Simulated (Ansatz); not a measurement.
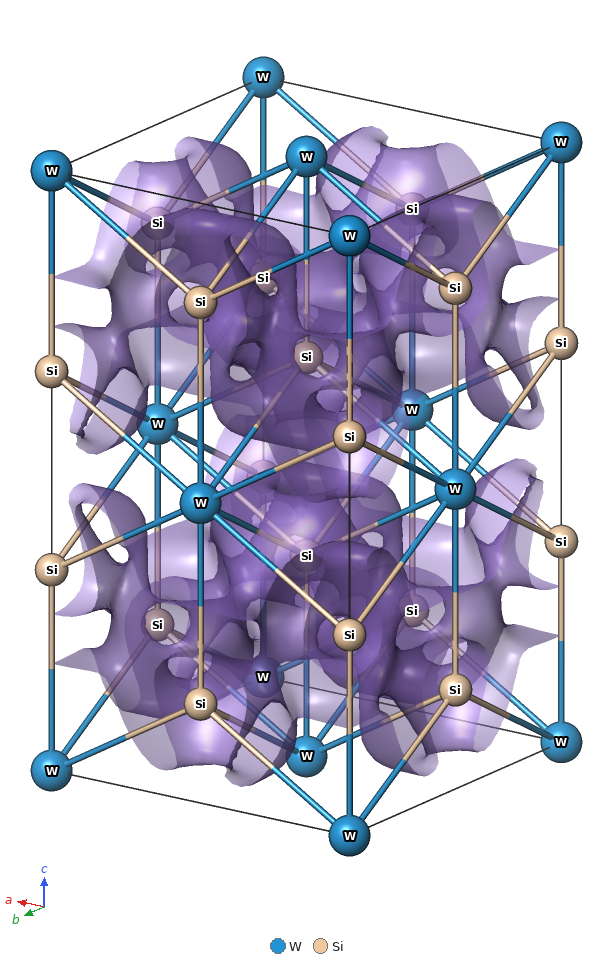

Figure 1: Si$_{2}$W. Isosurface of the ELF at 0.55 (purple), seen at an oblique angle. Core shells and regions of very low density are left out. Sticks mark near contacts.

Space group Fmmm; computed pressure about 3 GPa in this cell.

Level of theory: Kohn-Sham DFT of a periodic cell, PBE, Ansatz PAW in Ansatz.

In a PAW calculation such maps are meaningful between the atoms, not at the nuclei.

### What do the ELF domains correspond to?

At this value the surface marks out sheets that run through the cell in two directions, counted in one cell of 12 atoms. Regions shared between cells count once. Profiles from the grid: Si–W (2.61 Å): the ELF peaks at about 0.75 in the valence shell of Si, 0.9 Å from its nucleus, and is about 0.45 at the midpoint.

### Metal or insulator at this level of theory?

It is metallic or semimetallic at this level of theory: no gap opens.
